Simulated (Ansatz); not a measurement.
## WSi2: geometry relaxation (part 3 of 3)

Continued. System: WSi2 (slab, 12 atoms in the cell). Method: DFT r2SCAN, scalar-relativistic, plane waves, PAW, no spin polarisation (Ansatz 0.2.0); cutoff 500 eV, 12×8×1 k-mesh, Gaussian smearing of 0.1 eV. The structure derives from an entry of the Crystallography Open Database. It belongs to a series of runs on one base structure; here: (1 0 1) slab, atoms relaxed.

Geometry of the input (Å; fractional positions):
```
3.2113  0.0000  0.0000
-1.6056  4.2197  0.0000
0.0000  0.0000  25.8979
Si 0.4311  0.8623  0.2896
W  0.1448  0.2896  0.3280
Si 0.8584  0.7169  0.3664
Si 0.5759  0.1518  0.4043
W  0.2896  0.5791  0.4427
Si 0.0032  0.0065  0.4811
Si 0.7207  0.4414  0.5189
W  0.4344  0.8687  0.5573
Si 0.1480  0.2960  0.5957
Si 0.8655  0.7310  0.6336
W  0.5791  0.1583  0.6720
Si 0.2928  0.5856  0.7104
```

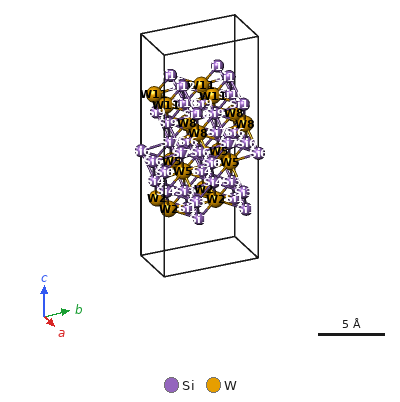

*The geometry at step 5 of the log (ball-and-stick view of the 2 × 2 repeat of the cell, with the vacuum cut short, seen slightly off an axis; atoms are numbered from 1 in the order of the input).*

Summary

| quantity | value |
| --- | --- |
| outcome | converged |
| electrons treated | 88 |
| free energy | −46701.6120 eV |
| work function, top face | 5.13 eV |
| work function, bottom face | 5.13 eV |
| Fermi energy | 4.710 eV |
| gap on the k-point mesh | none (metallic) |
| final volume | 350.94 Å³ |
| work function (upper face) | 5.13 eV |
| largest force (length of the vector) at the end | 0.011 eV/Å |
| hardware | 2 threads of Intel Xeon (Granite Rapids), 32 GiB of memory available, shared host |
| wall time | 5.2 min (CPU time 10 min) |
| peak memory | 2.1 GiB |

Warnings of the run: the k-point mesh lowers the symmetry that the run can use; the exchange-correlation potential is rough where the density is thin. Spin–orbit coupling is left out, which matters for W.
